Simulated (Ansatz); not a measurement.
# Dielectric response of AlN (10-10) films, part 2 of 6

How well do thin wurtzite AlN (10-10) films screen a perpendicular field?

Ansatz 0.2.0; plane-wave DFT, PBE, Ansatz PAW (set soft_1); PAW set soft_1 (the session's first sound run).

So far: The starting structure; Relaxing the film, 12 atoms, units 3.

**2. Relaxing the film, 12 atoms, units 3 (continued)**

Running mean over 2.693 Å of the planar mean; the ramp of the sawtooth is left out. Table of electron's electrostatic potential energy less the highest filled level by z:

```csv
z (Å),electron's electrostatic potential energy less the highest filled level (eV)
3,5.68
4,5.68
5,5.68
6,5.65
7,5.20
8,1.71
9,-2.49
10,-3.67
11,-3.65
12,-3.50
13,-3.57
14,-3.69
15,-3.08
16,0.396
17,4.60
18,5.61
19,5.67
20,5.68
21,5.68
```

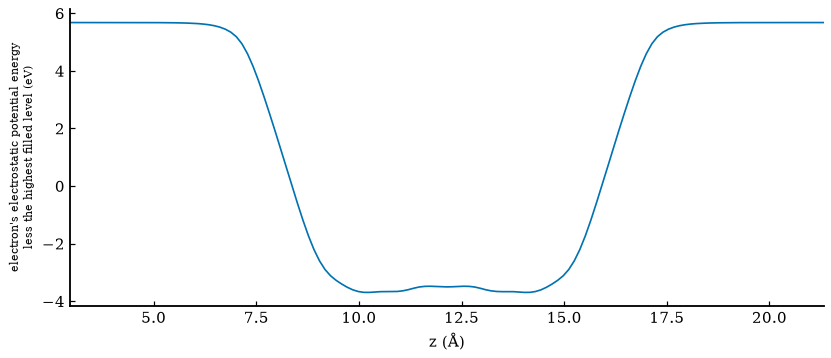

Electron's electrostatic potential energy less the highest filled level, plotted against z.

The relaxation took 7 steps and lowered the energy by 0.95 eV; the largest force on the free atoms ends at 0.0011 eV/Å.

The gap is 2.56 eV, with the valence edge 5.68 eV and the conduction edge 3.11 eV under the upper vacuum level.

**3. Single point on the relaxed film, 12 atoms, units 3**

The film was relaxed beforehand; a single point on the relaxed positions gives its levels and potential.

File input.yaml:

```yaml
crystal:
  lattice:
    - [3.11, 0.0, 0.0]
    - [0.0, 4.98, 0.0]
    - [0.0, 0.0, 24.2844576801]
  atoms:
    - { symbol: Al, position: [0.0, 0.0242215539, 0.3802438943] }
    - { symbol: "N", position: [0.0, 0.3768407548, 0.3704905111] }
    - { symbol: Al, position: [0.5, 0.4927815103, 0.4027052271] }
    - { symbol: "N", position: [0.5, 0.8744124886, 0.4067071439] }
    - { symbol: Al, position: [0.5, -0.0017281108, 0.4836900743] }
    - { symbol: "N", position: [0.5, 0.379471748, 0.481025989] }
    - { symbol: Al, position: [0.0, 0.4982718942, 0.5163099195] }
    - { symbol: "N", position: [0.0, 0.879471757, 0.5189740186] }
    - { symbol: Al, position: [0.0, -0.0072184794, 0.5972947674] }
    - { symbol: "N", position: [0.0, 0.3744125012, 0.5932928655] }
    - { symbol: Al, position: [0.5, 0.5242215986, 0.6197561016] }
    - { symbol: "N", position: [0.5, 0.8768407835, 0.6295094876] }
kpoints:
  mp_grid: { grid: [8, 6, 1] }
hamiltonian:
  xc: pbe
  pseudopotentials: { kind: paw, azcp: { folder: soft_1 } }
scf:
  occupations: { method: fixed }
  convergence: { dr2_threshold: 1.0e-09 }
efield:
  axis: 3
  dipole_correction: true
  ramp_position: 0.97
  ramp_width: 0.06
output:
  eigenvalues: true
  write_potential: true
  write_density: true
  volumetric_format: npy
```

Started as:

```sh
$ ansatz run input.yaml --threads 4 --pin off --max-ram 8192MiB --backend cpu --events-out ev --progress --plain --runs-dir out
```

Numbers of over 12 decimals in the logs are rounded to 6 here.

Output:

```text
[...]
Crystal: 12 atoms, lattice volume = 376.113 Å³
Basis set: ecut = 420 eV, 7379 PW (Γ)
Bands: 36, of which v1, the nominal top of the filled ones, is band 24 counted from 1 (23 counted from 0)
Symmetry: 2 space group operations
k-points: 20 of 48 (time reversal used)
[...]
SCF iter   1: F=—  HF=-5558.886421 eV  |F-HF|=—  |Δ(HF+E_count)|=         —  Δρ=1.07e-1  dr2=5.67e1  ethr=3.10e-3  p=-0.000 e·Å  D=-1.29e-12 V/Å  ΔV_dip=0.00 eV  dr2_dipole=3.31e-9  V_vac-E_F(+/−)=12.36/12.36 eV  ⟨swp⟩=5.2  Hψ=3260  notcnv=0  defer=197
[...]
SCF iter   3: F=—  HF=-5541.518644 eV  |F-HF|=—  |Δ(HF+E_count)|=   9.92e-1  Δρ=1.60e-2  dr2=7.55e-1  ethr=3.10e-3  p=-0.000 e·Å  D=-9.29e-6 V/Å  ΔV_dip=0.00 eV  dr2_dipole=5.57e-9  V_vac-E_F(+/−)=6.48/6.48 eV  ⟨swp⟩=2.0  Hψ=1329  notcnv=0  defer=197
density mixer auto → msr1: gapped (density of states about μ 0.04 of a free-electron gas's, 36 screened modes)
SCF iter   4: F=—  HF=-5541.404122 eV  |F-HF|=—  |Δ(HF+E_count)|=   1.15e-1  Δρ=7.38e-3  dr2=2.22e-1  ethr=1.57e-3  p=-0.000 e·Å  D=-4.41e-5 V/Å  ΔV_dip=0.00 eV  dr2_dipole=3.76e-8  V_vac-E_F(+/−)=5.69/5.69 eV  ⟨swp⟩=2.5  Hψ=1031  notcnv=0  defer=200
[...]
SCF iter  12: F=-5541.367114 eV  HF=-5541.367114 eV  |F-HF|=4.61e-10  |Δ(HF+E_count)|=   2.18e-9  Δρ=3.57e-7  dr2=5.69e-10  ethr=2.08e-12  p=-0.000 e·Å  D=-1.07e-6 V/Å  ΔV_dip=0.00 eV  dr2_dipole=2.90e-11  V_vac-E_F(+/−)=5.68/5.68 eV  ⟨swp⟩=23.8  Hψ=5516  notcnv=0
SCF 1 converged in 12 iterations: F = -5541.367114 eV  dr2 = 5.69e-10
[...]
SCF converged after 12 iterations
Free energy (F): -5541.367114 eV
[...]
Internal energy: -5541.367114 eV  (E = F + TS)
E sigma→0 (E₀):  -5541.367114 eV
Fermi energy:    -1.309749 eV
Dipole field:    D = 0.000004 V/Å  (p = 0.000009 e·Å, saw-weighted, corrected)
Work function:   Φ+ = 5.6772 eV   Φ− = 5.6773 eV
[...]
--- Band table (eV; the first three rows and the last of 20) ---
  k-point 0: bands = [... 20 lower, -1.7011, -1.6374, -1.5784, -1.3737, 1.2541, 1.8900, 3.9059, 4.2082, ... 8 higher]
  k-point 1: bands = [... 20 lower, -1.7437, -1.6716, -1.6229, -1.4073, 1.5780, 2.0001, 3.7937, 4.2670, ... 8 higher]
  k-point 2: bands = [... 20 lower, -1.8187, -1.7286, -1.6733, -1.4554, 1.9904, 2.1474, 3.6785, 4.1889, ... 8 higher]
  k-point 19: bands = [... 20 lower, -2.4115, -2.4114, -1.3415, -1.3414, 2.7425, 2.7425, 4.1035, 4.1035, ... 8 higher]
```

It took 12 s on 4 threads of Arm Neoverse V1, shared host; peak memory 0.77 GiB.

Numbers from this step:

```yaml
dipole_along_the_normal: 8.75e-6 e·Å
electron_affinity_upper_face: 3.113 eV
```

Running mean over 2.693 Å of the planar mean; the ramp of the sawtooth is left out. The electron's electrostatic potential energy less the highest filled level by z:

```csv
z (Å),electron's electrostatic potential energy less the highest filled level (eV)
3,5.68
4,5.68
5,5.68
6,5.65
7,5.20
8,1.71
9,-2.49
10,-3.67
11,-3.65
12,-3.50
13,-3.57
14,-3.69
15,-3.08
16,0.396
17,4.60
18,5.61
19,5.67
20,5.68
21,5.68
```

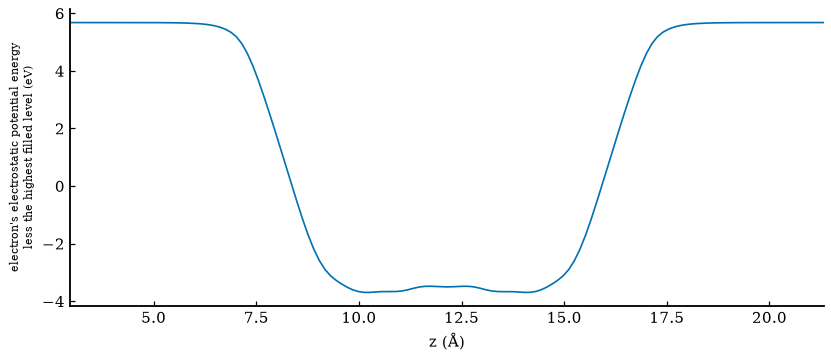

Electron's electrostatic potential energy less the highest filled level, plotted against z.

The gap is 2.56 eV, with the valence edge 5.68 eV and the conduction edge 3.11 eV under the upper vacuum level.

**4. Single point, 12 atoms, units 3, field 0.05 V/Å**

A sawtooth potential applies the field, turning back in the middle of the vacuum. With the dipole correction the typed value is the field outside the slab. The induced dipole is small, so the SCF threshold is tight.

input.yaml, as its differences from that of step 3:

```diff
@@ -25,3 +25,3 @@
   occupations: { method: fixed }
-  convergence: { dr2_threshold: 1.0e-09 }
+  convergence: { dr2_threshold: 1.0e-10 }
 efield:
@@ -31,4 +31,4 @@
   ramp_width: 0.06
+  amplitude: 0.05
 output:
-  eigenvalues: true
   write_potential: true
```

Output:

```text
[...]
Crystal: 12 atoms, lattice volume = 376.113 Å³
Basis set: ecut = 420 eV, 7379 PW (Γ)
Bands: 36, of which v1, the nominal top of the filled ones, is band 24 counted from 1 (23 counted from 0)
Symmetry: 2 space group operations
k-points: 20 of 48 (time reversal used)
[...]
SCF iter   1: F=—  HF=-5558.887275 eV  |F-HF|=—  |Δ(HF+E_count)|=         —  Δρ=1.07e-1  dr2=5.67e1  ethr=3.10e-3  p=0.038 e·Å  D=1.81e-2 V/Å  ΔV_dip=-0.44 eV  dr2_dipole=2.77e-4  V_vac-E_F(+/−)=12.67/12.01 eV  ⟨swp⟩=5.2  Hψ=3261  notcnv=0  defer=197
[...]
SCF iter  14: F=-5541.367893 eV  HF=-5541.367893 eV  |F-HF|=1.64e-11  |Δ(HF+E_count)|=  2.38e-10  Δρ=9.75e-8  dr2=2.12e-11  ethr=1.00e-12  p=0.031 e·Å  D=1.50e-2 V/Å  ΔV_dip=-0.36 eV  dr2_dipole=1.49e-13  V_vac-E_F(+/−)=6.03/5.29 eV  ⟨swp⟩=23.6  Hψ=5121  notcnv=0
SCF 1 converged in 14 iterations: F = -5541.367893 eV  dr2 = 2.12e-11
[...]
SCF converged after 14 iterations
[...]
Free energy (F): -5541.367893 eV
[...]
Internal energy: -5541.367893 eV  (E = F + TS)
E sigma→0 (E₀):  -5541.367893 eV
Fermi energy:    -1.307185 eV
Dipole field:    D = 0.014993 V/Å  (p = 0.031164 e·Å, saw-weighted, corrected)
Work function:   not extracted (applied field tilts the vacuum); planar V_es + V_field profile in the machine report
[...]
--- Band table (eV; the first three rows and the last of 20) ---
  k-point 0: bands = [... 20 lower, -1.7061, -1.6400, -1.5734, -1.3713, 1.2513, 1.8919, 3.8769, 4.1436, ... 8 higher]
  k-point 1: bands = [... 20 lower, -1.7489, -1.6738, -1.6177, -1.4049, 1.5735, 2.0038, 3.7916, 4.1645, ... 8 higher]
  k-point 2: bands = [... 20 lower, -1.8258, -1.7216, -1.6762, -1.4525, 1.9773, 2.1599, 3.6779, 4.1882, ... 8 higher]
  k-point 19: bands = [... 20 lower, -2.4317, -2.3908, -1.3700, -1.3131, 2.7147, 2.7697, 4.0929, 4.1125, ... 8 higher]
```

Wall time 12 s (4 threads); peak memory 0.77 GiB.

Numbers from this step:

* gap on the k-mesh: 2.559 eV
* dipole along the normal: 0.03116 e·Å

The dipole is 0.0312 e·Å, and the gap on the mesh 2.559 eV.

**5. Atoms held, 12 atoms, units 3, field -0.05 V/Å**

input.yaml, as its differences from that of step 4:

```diff
@@ -31,3 +31,3 @@
   ramp_width: 0.06
-  amplitude: 0.05
+  amplitude: -0.05
 output:
```

Output:

```text
[...]
Crystal: 12 atoms, lattice volume = 376.113 Å³
Basis set: ecut = 420 eV, 7379 PW (Γ)
Bands: 36, of which v1, the nominal top of the filled ones, is band 24 counted from 1 (23 counted from 0)
Symmetry: 2 space group operations
k-points: 20 of 48 (time reversal used)
[...]
k-point 0: bands = [... 20 lower, -1.7061, -1.6400, -1.5734, -1.3713, 1.2513, 1.8919, 3.8769, 4.1438, ... 8 higher]
  k-point 1: bands = [... 20 lower, -1.7489, -1.6738, -1.6177, -1.4049, 1.5735, 2.0038, 3.7916, 4.1646, ... 8 higher]
  k-point 2: bands = [... 20 lower, -1.8258, -1.7216, -1.6762, -1.4525, 1.9773, 2.1599, 3.6779, 4.1882, ... 8 higher]
  k-point 19: bands = [... 20 lower, -2.4317, -2.3908, -1.3700, -1.3131, 2.7147, 2.7697, 4.0929, 4.1125, ... 8 higher]
[key lines of the parts left out:]
SCF converged after 14 iterations
Free energy (F): -5541.367893 eV
Fermi energy:    -1.307186 eV
Dipole field:    D = -0.014993 V/Å  (p = -0.031163 e·Å, saw-weighted, corrected)
```

Elapsed: 12 s, on 4 threads; peak memory 0.77 GiB.

The dipole is -0.0312 e·Å, and the gap on the mesh 2.559 eV.

**6. Response with the atoms held, 12 atoms, units 3**

This step: plane-wave DFT, PBE, Ansatz PAW (set soft_1); response to a field along the normal, atoms held; PAW set soft_1 (Ansatz 0.2.0).

The two fields give this film's response with the atoms held: the electronic part.

Numbers from this step:

```
equivalent conductor thickness p/(ε₀AE) : 7.282 Å
distance between the outer atoms        : 6.290 Å
thickness                               : 8.08 Å
```

Local field over the applied field, running mean. From the potentials at -0.05 and 0.05 V/Å; running mean over 2.693 Å, taken twice. The local field over applied field by z:

```csv
z (Å),local field over applied field
6,0.929
8,0.519
10,0.195
12,0.191
14,0.186
16,0.447
18,0.895
20,0.997
```

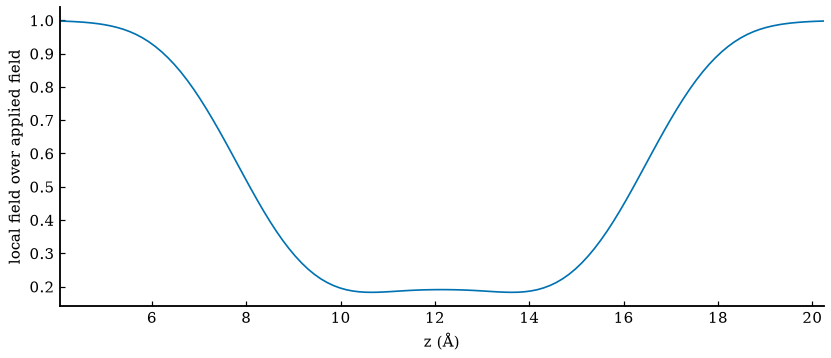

Local field over applied field, plotted against z.

Electrons, planar mean, per unit field. The induced electron density by z:

```csv
z (Å),induced electron density (e/Å³ per V/Å)
5,2.0e-5
6,1.6e-4
7,9.6e-4
8,0.00325
9,0.00142
10,-0.00129
11,4.6e-4
12,0.00104
13,-7.5e-4
14,0.00109
15,-7.9e-4
16,-0.00321
17,-0.00150
18,-2.7e-4
19,-3.7e-5
20,-4.3e-6
```

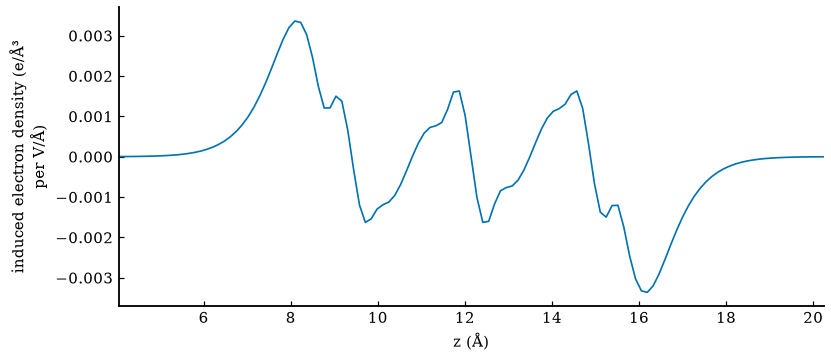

Induced electron density against z.

By hand: between -0.05 and 0.05 V/Å the dipole changes by 0.06233 e·Å, a slope of 0.6233 e·Å²/V. A perfect conductor of thickness t has p = ε₀AEt, so t = 180.95 × 0.6233 / 15.488 = 7.28 Å (e/ε₀ = 180.95 V·Å, A in Å²).

The induced dipole is that of a conductor 7.28 Å thick.

**7. Relaxing in the field, 12 atoms, field 0.05 V/Å**

This step: plane-wave DFT, PBE, Ansatz PAW (set soft_1); PAW set soft_1 (Ansatz 0.2.0).

Now the atoms may follow the field. A weak field makes forces of meV/Å to tens of meV/Å, so the force tolerance is set well below the usual one.

input.yaml, as its differences from that of step 5:

```diff
@@ -31,3 +31,6 @@
   ramp_width: 0.06
-  amplitude: -0.05
+  amplitude: 0.05
+relax:
+  f_tol: 0.0006
+  max_steps: 70
 output:
```

Output:

```text
[...]
Crystal: 12 atoms, lattice volume = 376.113 Å³
Basis set: ecut = 420 eV, 7379 PW (Γ), exchange–correlation on 48×72×360 points (8 copies of the dense FFT grid, shifted against one another)
Bands: 36, of which v1, the nominal top of the filled ones, is band 24 counted from 1 (23 counted from 0)
Symmetry: 2 space group operations
k-points: 20 of 48 (time reversal used)
[...]
SCF iter   1: F=—  HF=-5558.887239 eV  |F-HF|=—  |Δ(HF+E_count)|=         —  Δρ=1.07e-1  dr2=5.67e1  ethr=3.10e-3  p=0.038 e·Å  D=1.81e-2 V/Å  ΔV_dip=-0.44 eV  dr2_dipole=2.78e-4  V_vac-E_F(+/−)=12.67/12.01 eV  ⟨swp⟩=5.2  Hψ=3261  notcnv=0  defer=197
[...]
SCF iter  14: F=-5541.367620 eV  HF=-5541.367620 eV  |F-HF|=3.37e-11  |Δ(HF+E_count)|=  2.17e-10  Δρ=9.76e-8  dr2=2.13e-11  ethr=1.00e-12  p=0.031 e·Å  D=1.50e-2 V/Å  ΔV_dip=-0.36 eV  dr2_dipole=2.12e-13  V_vac-E_F(+/−)=6.03/5.29 eV  ⟨swp⟩=7.3  Hψ=3618  notcnv=0
SCF 1 converged in 14 iterations: F = -5541.367620 eV  dr2 = 2.13e-11
[...]
relax step   1: F+E_penalty+E_count = -5541.36762005 eV  Δ(F+E_penalty+E_count) = +0.000e0 eV  max|allowed force component| = 2.689e-2 eV/Å  Δτ_max = 0.0000 Å  (14 SCF iters, accepted)
[...]
SCF iter   8: F=-5541.367708 eV  HF=-5541.367708 eV  |F-HF|=5.46e-12  |Δ(HF+E_count)|=  6.13e-10  Δρ=1.05e-7  dr2=3.73e-11  ethr=1.00e-12  p=0.034 e·Å  D=1.63e-2 V/Å  ΔV_dip=-0.40 eV  dr2_dipole=5.45e-14  V_vac-E_F(+/−)=6.01/5.30 eV  ⟨swp⟩=6.0  Hψ=4136  notcnv=0
SCF 2 converged in 8 iterations: F = -5541.367708 eV  dr2 = 3.73e-11
relax step   2: F+E_penalty+E_count = -5541.36770787 eV  Δ(F+E_penalty+E_count) = -8.783e-5 eV  max|allowed force component| = 1.039e-2 eV/Å  Δτ_max = 0.0021 Å  (8 SCF iters, accepted)
SCF iter   1: F=—  HF=-5541.367613 eV  |F-HF|=—  |Δ(HF+E_count)|=         —  Δρ=3.74e-5  dr2=1.84e-5  ethr=1.31e-7  p=0.034 e·Å  D=1.63e-2 V/Å  ΔV_dip=-0.40 eV  dr2_dipole=7.35e-6  V_vac-E_F(+/−)=6.01/5.30 eV  ⟨swp⟩=2.5  Hψ=1513  notcnv=0  defer=187
[...]
SCF iter   7: F=-5541.367721 eV  HF=-5541.367721 eV  |F-HF|=2.64e-11  |Δ(HF+E_count)|=  1.10e-10  Δρ=1.08e-7  dr2=2.85e-11  ethr=1.00e-12  p=0.035 e·Å  D=1.69e-2 V/Å  ΔV_dip=-0.41 eV  dr2_dipole=8.69e-13  V_vac-E_F(+/−)=6.01/5.31 eV  ⟨swp⟩=7.2  Hψ=3647  notcnv=0
SCF 3 converged in 7 iterations: F = -5541.367721 eV  dr2 = 2.85e-11
relax step   3: F+E_penalty+E_count = -5541.36772104 eV  Δ(F+E_penalty+E_count) = -1.317e-5 eV  max|allowed force component| = 1.604e-3 eV/Å  Δτ_max = 0.0005 Å  (7 SCF iters, accepted)
SCF iter   1: F=—  HF=-5541.367607 eV  |F-HF|=—  |Δ(HF+E_count)|=         —  Δρ=1.57e-5  dr2=1.10e-6  ethr=9.81e-8  p=0.035 e·Å  D=1.69e-2 V/Å  ΔV_dip=-0.41 eV  dr2_dipole=2.19e-8  V_vac-E_F(+/−)=6.01/5.31 eV  ⟨swp⟩=2.9  Hψ=1480  notcnv=0  defer=173
[...]
SCF iter   6: F=-5541.367721 eV  HF=-5541.367721 eV  |F-HF|=6.00e-11  |Δ(HF+E_count)|=  2.06e-10  Δρ=1.06e-7  dr2=2.64e-11  ethr=1.00e-12  p=0.035 e·Å  D=1.69e-2 V/Å  ΔV_dip=-0.41 eV  dr2_dipole=1.03e-14  V_vac-E_F(+/−)=6.01/5.31 eV  ⟨swp⟩=7.0  Hψ=3654  notcnv=0
SCF 4 converged in 6 iterations: F = -5541.367721 eV  dr2 = 2.64e-11
relax step   4: F+E_penalty+E_count = -5541.36772142 eV  Δ(F+E_penalty+E_count) = -3.723e-7 eV  max|allowed force component| = 3.939e-4 eV/Å  Δτ_max = 0.0002 Å  (6 SCF iters, accepted)
NSCF: frozen V_eff on 20 k-points
[...]
SCF converged after 6 iterations
[...]
Free energy (F): -5541.367721 eV
[...]
Internal energy: -5541.367721 eV  (E = F + TS)
E sigma→0 (E₀):  -5541.367721 eV
Fermi energy:    -1.308519 eV
Dipole field:    D = 0.016941 V/Å  (p = 0.035212 e·Å, saw-weighted, corrected)
Work function:   not extracted (applied field tilts the vacuum); planar V_es + V_field profile in the machine report
[...]
--- Forces (eV/Å), atoms counted from 1 ---
  atom   1  Al     0.00000000    -0.00007661    -0.00015673
  atom   2  N      0.00000000    -0.00004367    -0.00007813
  atom   3  Al     0.00000000    -0.00005392     0.00037839
  atom   4  N      0.00000000     0.00002415     0.00007213
  atom   5  Al     0.00000000     0.00003139    -0.00015032
  atom   6  N      0.00000000     0.00011584    -0.00004085
  atom   7  Al     0.00000000    -0.00006634    -0.00018399
  atom   8  N      0.00000000    -0.00006963    -0.00007595
  atom   9  Al     0.00000000     0.00005474     0.00039390
  atom  10  N      0.00000000    -0.00002982     0.00011371
  atom  11  Al     0.00000000     0.00006188    -0.00016004
  atom  12  N      0.00000000     0.00003925    -0.00011243
  max |Σ_I F_I| component: 1.27e-5 eV/Å
--- Band table (eV; the first three rows and the last of 20) ---
  k-point 0: bands = [... 20 lower, -1.7015, -1.6379, -1.5773, -1.3724, 1.2531, 1.8899, 3.8840, 4.1517, ... 8 higher]
  k-point 1: bands = [... 20 lower, -1.7441, -1.6721, -1.6218, -1.4062, 1.5765, 2.0003, 3.7921, 4.1816, ... 8 higher]
  k-point 2: bands = [... 20 lower, -1.8192, -1.7274, -1.6740, -1.4543, 1.9870, 2.1494, 3.6785, 4.1889, ... 8 higher]
  k-point 19: bands = [... 20 lower, -2.4188, -2.4034, -1.3565, -1.3258, 2.7329, 2.7518, 4.0967, 4.1101, ... 8 higher]
--- Relaxed structure (4 steps of the walk, 4 accepted, 0 SCFs on fresh bases) ---
  F+E_penalty+E_count = -5541.36772142 eV   max|allowed force component| = 3.939e-4 eV/Å
  atoms:
    - { symbol: Al, position: [0.0, 0.024426, 0.380303] }
    - { symbol: N, position: [0.0, 0.377002, 0.370430] }
    - { symbol: Al, position: [0.5, 0.492893, 0.402712] }
    - { symbol: N, position: [0.5, 0.874509, 0.406694] }
    - { symbol: Al, position: [0.5, -0.00170665, 0.483713] }
    - { symbol: N, position: [0.5, 0.379505, 0.481002] }
    - { symbol: Al, position: [0.0, 0.498259, 0.516347] }
    - { symbol: N, position: [0.0, 0.879462, 0.518940] }
    - { symbol: Al, position: [0.0, -0.00732997, 0.597295] }
    - { symbol: N, position: [0.0, 0.374314, 0.593294] }
    - { symbol: Al, position: [0.5, 0.523999, 0.619828] }
    - { symbol: N, position: [0.5, 0.876668, 0.629442] }
```

Wall time 26 s (4 threads); peak memory 0.73 GiB; 1.7 min of CPU time.

No atom moved by 0.005 Å in the relaxation.

Numbers from this step:

```yaml
gap_on_the_k_mesh: 2.562 eV
dipole_along_the_normal: 0.03521 e·Å
```

The relaxation took 4 steps and lowered the energy by 1.0e-4 eV; the largest force on the free atoms ends at 3.9e-4 eV/Å.

The dipole is 0.0352 e·Å, and the gap on the mesh 2.562 eV.

(Part 2 of 6 ends here.)

[Logs are printed without paths, hosts, clocks, repeated set-up lines and the standing remarks that a program may print on its own settings, such as how far it seeks lower states.]

[Hosts, paths, dates, database ids (printed as entryN), source tags and the programs' standing remarks are cut or masked in the printed files.]

[Maps of the electrostatic potential energy from Ansatz leave out the sawtooth potential of an applied field or a dipole correction, so their vacuum need not be flat; planar profiles and work functions include it.]
